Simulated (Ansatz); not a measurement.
Start from this file.

```yaml
crystal:
  lattice:
    - [5.74588, 0.00000, 0.00000]
    - [0.00000, 5.74588, 0.00000]
    - [0.00000, 0.00000, 3.31143]
  atoms:
    - { symbol: Zn, position: [0.18075, 0.18075, 0.50000] }
    - { symbol: Zn, position: [0.81925, 0.81925, 0.50000] }
    - { symbol: Zn, position: [0.68075, 0.31925, 0.00000] }
    - { symbol: Zn, position: [0.31925, 0.68075, 0.00000] }
    - { symbol: O, position: [0.81962, 0.18038, 0.50000] }
    - { symbol: O, position: [0.18038, 0.81962, 0.50000] }
    - { symbol: O, position: [0.68038, 0.68038, 0.00000] }
    - { symbol: O, position: [0.31962, 0.31962, 0.00000] }
```

> What would you see if this were drawn?

The structure is one of ZnO. The structure has P4_2/mnm (No. 136) symmetry and a primitive tetragonal lattice. In the cell are 4 Zn, 4 O, which makes 4 formula units. The polyhedra are ZnO4 tetrahedra; they share corners and edges. Around each Zn lie four O in a distorted tetrahedral arrangement at 2.00 to 2.07 Å. About every O there are four Zn in a distorted tetrahedral arrangement at 2.00 to 2.07 Å. The bonds build a three-dimensional framework.

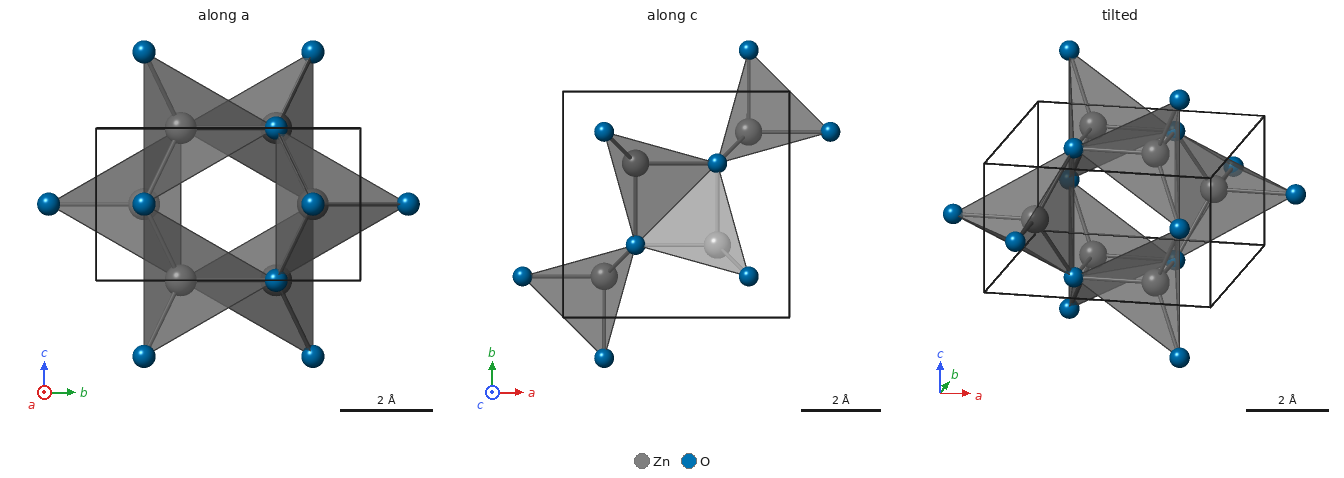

The figure gives a polyhedral picture of the atoms, viewed along the a axis, along the c axis and slightly off an axis. Lines trace the edges of the conventional unit cell. A few atoms beyond the faces are included. Colours: zinc grey, oxygen blue.

Provenance: a structure listed in the Materials Project. It was relaxed at fixed volume with Ansatz, DFT PBE, scalar-relativistic, plane waves, PAW.

At this level of theory the run's own cell isn't at rest (stretched, at -6 GPa), so its distances can differ from those at equilibrium, the more so the softer the solid.
